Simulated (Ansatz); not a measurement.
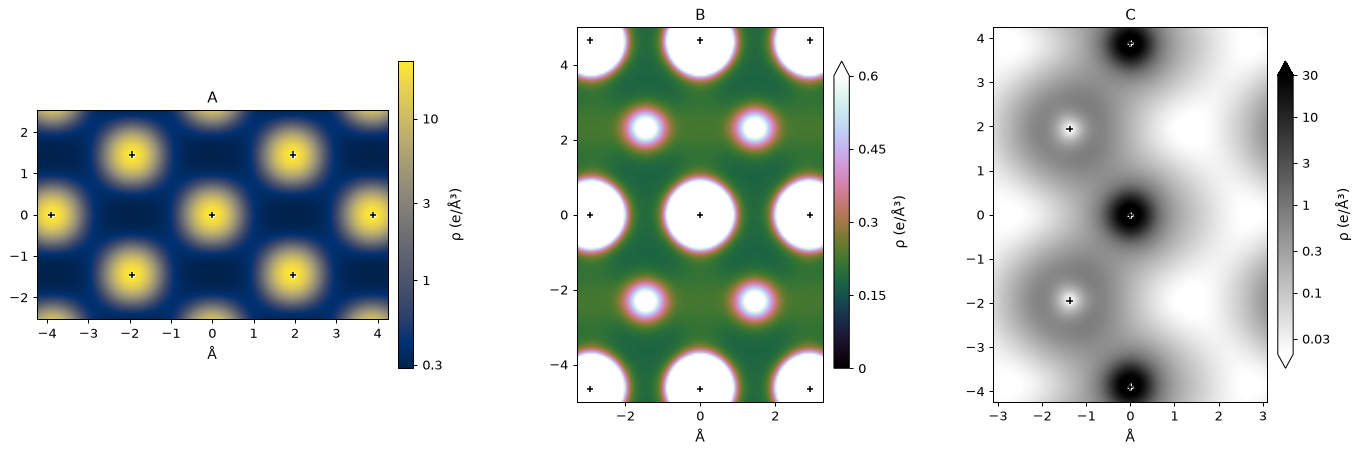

The valence charge density (pseudo) of 3 systems, each on a plane through atoms (crosses mark nuclei in the plane).

Theory: DFT PBE, scalar-relativistic, plane waves, PAW in Ansatz 0.2.0.

System 1: GaP, the (101) plane of the conventional cell. Space group F-43m; a structure from a database of computed crystals, not necessarily the ambient phase.

```
CELL_PARAMETERS angstrom
5.50512 0.00000 0.00000
0.00000 0.00000 -5.50512
0.00000 5.50512 0.00000
ATOMIC_POSITIONS crystal
Ga 0.50000 0.50000 0.00000
Ga 0.00000 0.50000 0.50000
Ga 0.00000 0.00000 0.00000
Ga 0.50000 0.00000 0.50000
P 0.75000 0.75000 0.25000
P 0.25000 0.75000 0.75000
P 0.25000 0.25000 0.25000
P 0.75000 0.25000 0.75000
```

System 2: Cr, the (100) plane of the calculation cell. Space group I4/mmm; a structure from a database of computed crystals, not necessarily the ambient phase; computed pressure about 14 GPa in this cell; computed without spin polarisation.

```
Cr
1.0
     3.89271    0.00000    0.00000
     0.00000    3.89271    0.00021
     0.00000    1.94643    1.45517
Cr
2
Direct
  0.50000 0.50000 0.00000
  0.00000 0.00000 0.00000
```

System 3: Ti, the (010) plane of the conventional cell. Space group P6₃/mmc; a structure from a database of computed crystals, not necessarily the ambient phase; computed without spin polarisation.

Question: Which map belongs to which system?

Answer: Panel A is system 2, Cr: the plane holds Cr. Cr–Cr (2.43 Å): ρ at the midpoint is about 0.41 e/Å³. Panel B is system 3, Ti: the plane holds Ti. Ti–Ti (2.94 Å): the density is about 0.19 e/Å³ at the midpoint. Panel C is system 1, GaP: the plane holds Ga and P. Ga–P (2.38 Å): ρ at the midpoint is about 0.53 e/Å³.
